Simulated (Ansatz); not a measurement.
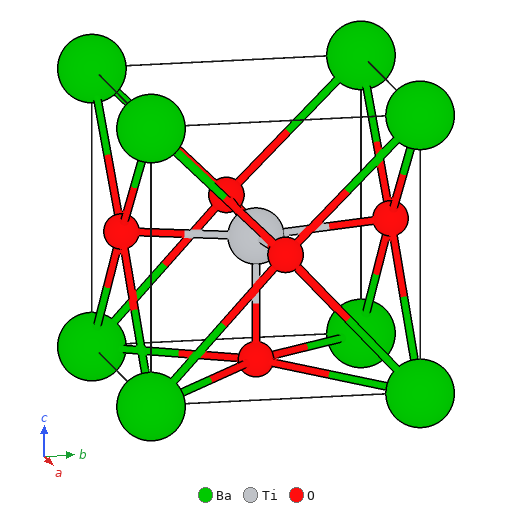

System: BaTiO₃, space group P4mm (No. 99). The picture shows the cell.

Starting cell:
```yaml
crystal:
  lattice:
    - [3.97237, 0.00000, 0.00000]
    - [0.00000, 3.97237, 0.00000]
    - [0.00000, 0.00000, 4.11223]
  atoms:
    - { symbol: Ba, position: [0.00000, 0.00000, 0.99564] }
    - { symbol: Ti, position: [0.50000, 0.50000, 0.47753] }
    - { symbol: O, position: [0.50000, 0.50000, 0.03455] }
    - { symbol: O, position: [0.50000, 0.00000, 0.51764] }
    - { symbol: O, position: [0.00000, 0.50000, 0.51764] }
```

Calculation (Ansatz 0.2.0): Born effective charges by linear response at the zone centre, in units of the proton charge, Cartesian axes of the given cell; DFT, PBE, plane waves, PAW. Level: PBE, no spin polarisation.

periodic directions 3; potentials PAW; wave cutoff 420 eV; k mesh 6×6×6.

What does the calculation give for the mean Born effective charge of each atom? The cases: Ba; Ti; O 1; O 2; O 3.

The largest in size is that of Ti, 6.38 e, and the charges add up to 0.00 e. O 2 and O 3 are equally anisotropic; for O 2: its diagonal components run from −5.57 to −1.92 e. The Born charge xx, in e, is 2.743 for Ba, 6.929 for Ti, −1.979 for O 1, −2.123 for O 2 and −5.570 for O 3. The Born charge zz, in e, is 2.892 for Ba, 5.283 for Ti, −4.341 for O 1, −1.917 for O 2 and −1.917 for O 3.

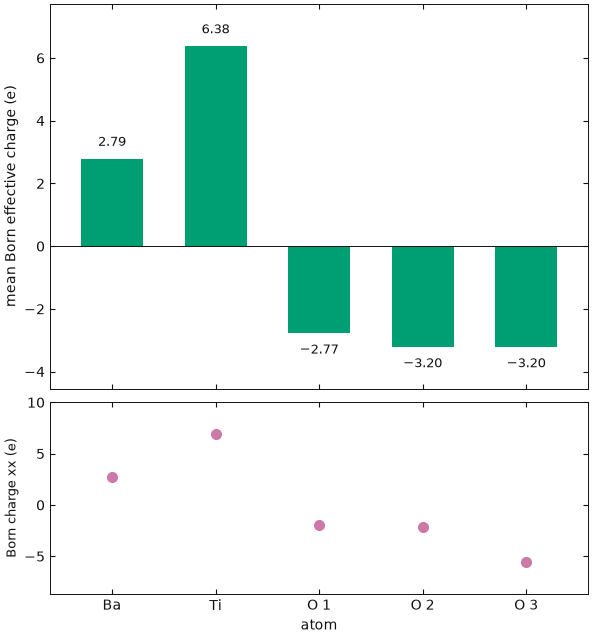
